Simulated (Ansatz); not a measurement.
SnGe2

Input

```
crystal:
  lattice:
    - [5.0492830226, 0.0, 0.0]
    - [-2.5246415113, 4.3728073685, 0.0]
    - [0.0, 0.0, 5.8553955217]
  atoms:
    - { symbol: Ge, position: [0.3333333333, 0.6666666667, 0.75] }
    - { symbol: Ge, position: [0.6666666667, 0.3333333333, 0.25] }
    - { symbol: Ge, position: [0.0, 0.0, 0.0] }
    - { symbol: Ge, position: [0.0, 0.0, 0.5] }
    - { symbol: Sn, position: [0.3333333333, 0.6666666667, 0.25] }
    - { symbol: Sn, position: [0.6666666667, 0.3333333333, 0.75] }
basis:
  ecutwfc: 500
kpoints:
  mp_grid: { grid: [12, 12, 6] }
hamiltonian:
  xc: r2scan
scf:
  occupations: { method: gaussian, width: 0.1 }
output:
  forces: true
  stress: true
  eigenvalues: true
  write_density: true
  write_potential: true
  elf: true
  volumetric_format: npy
relax:
  adjacent_minimum: "off"
  f_tol: 0.01
  max_steps: 60
  cell: { stress_tol: 0.1 }
```

Launched as:

```sh
ansatz run input.yaml --threads 1 --pin off --max-ram 2560MiB --backend cpu --events-out ev --progress --plain --runs-dir out
```

Below, planes, directions and counts refer to the conventional cell (a = 5.08 Å, b = 5.08 Å, c = 5.79 Å, α = 90.00°, β = 90.00°, γ = 120.00°).

The fields are those of the run's last geometry, not of the input's.

Space group P6₃/mmc.

All numbers below come from DFT r2SCAN, scalar-relativistic, plane waves, PAW (Ansatz 0.2.0).

> What can the converged valence pseudo-density and electron localisation function tell about the bonding?

Sn–Ge (2.90 Å): ρ at the midpoint is about 0.27 e/Å³; the ELF is about 0.50 at the midpoint.
Ge–Ge (2.90 Å): ρ is about 0.21 e/Å³ halfway; the ELF is about 0.40 at the midpoint.

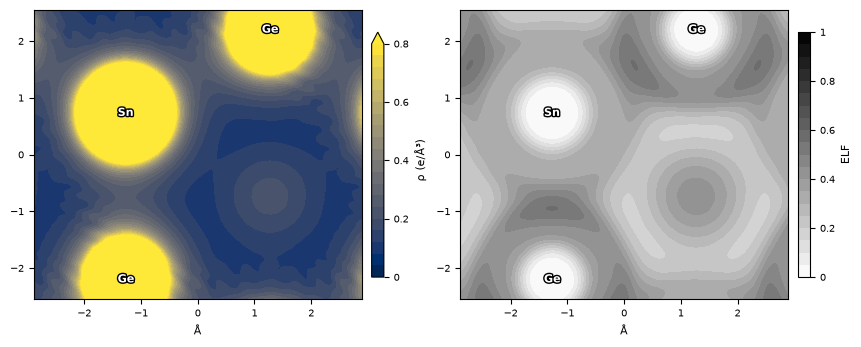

Computed valence pseudo-density and electron localisation function on the (001) plane of the conventional cell, in this order. 

The density is the valence pseudo-density of a PAW calculation; it isn't the true density close to the nuclei.
